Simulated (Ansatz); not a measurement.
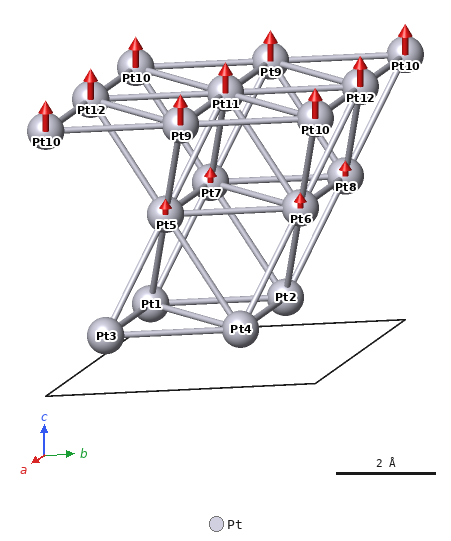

This is a constrained relaxation of a slab of composition Pt (cut from the Fm-3m phase). The starting structure is drawn; red arrows show the displacements, magnified 10 times.

A ball-and-stick model of the cell of the calculation, outlined in the plane, without the vacuum, seen slightly off an axis.

Case: clean slab, lower planes held. The slab is the (1 1 1) face of Pt. 4 atoms are held fixed.

Theory: DFT PBE+D3(BJ), scalar-relativistic, plane waves, PAW in Ansatz 0.2.0.

The input:
```yaml
crystal:
  lattice:
    - [5.5557316927, 0.0, 0.0]
    - [-2.7778658463, 4.8114047825, 0.0]
    - [0.0, 0.0, 20.5362359316]
  atoms:
    - { symbol: Pt, position: [0.3333333333, 0.1666666667, 0.389555322] }
    - { symbol: Pt, position: [0.3333333333, 0.6666666667, 0.389555322] }
    - { symbol: Pt, position: [0.8333333333, 0.1666666667, 0.389555322] }
    - { symbol: Pt, position: [0.8333333333, 0.6666666667, 0.389555322] }
    - { symbol: Pt, position: [0.6666666667, 0.3333333333, 0.5] }
    - { symbol: Pt, position: [0.6666666667, 0.8333333333, 0.5] }
    - { symbol: Pt, position: [0.1666666667, 0.3333333333, 0.5] }
    - { symbol: Pt, position: [0.1666666667, 0.8333333333, 0.5] }
    - { symbol: Pt, position: [0.0, 0.5, 0.610444678] }
    - { symbol: Pt, position: [0.0, 0.0, 0.610444678] }
    - { symbol: Pt, position: [0.5, 0.5, 0.610444678] }
    - { symbol: Pt, position: [0.5, 0.0, 0.610444678] }
basis:
  ecutwfc: 420
kpoints:
  mp_grid: { grid: [4, 4, 1] }
hamiltonian:
  xc: pbe
  dispersion: d3bj
scf:
  occupations: { method: gaussian, width: 0.1 }
output:
  forces: true
  eigenvalues: true
  write_density: true
  write_potential: true
  elf: true
  volumetric_format: npy
relax:
  adjacent_minimum: "off"
  f_tol: 0.03
  max_steps: 70
  constraints: [{ sites: [0, 1, 2, 3] }]
efield:
  axis: 3
  dipole_correction: true
  ramp_width: 0.04
```

Run as
```bash
ansatz run input.yaml --threads 4 --pin off --max-ram 10240MiB --backend cpu --events-out ev --progress --plain --runs-dir out
```

Q: What did the optimiser do to the structure, and how much energy did it gain?

A: The largest moves, 0.064 Å, are those of Pt9, Pt10, Pt11 and Pt12. Pt9 goes along the normal (+c). The cell doesn't change. Among the contacts that change: Pt1–Pt5 2.778 → 2.804 Å. The energy falls by 28.9 meV per cell of the calculation in 2 accepted moves (3 points after the start). The largest force component goes from 0.21 to 0.016 eV/Å. 1 step only repeated the SCF at the same geometry.
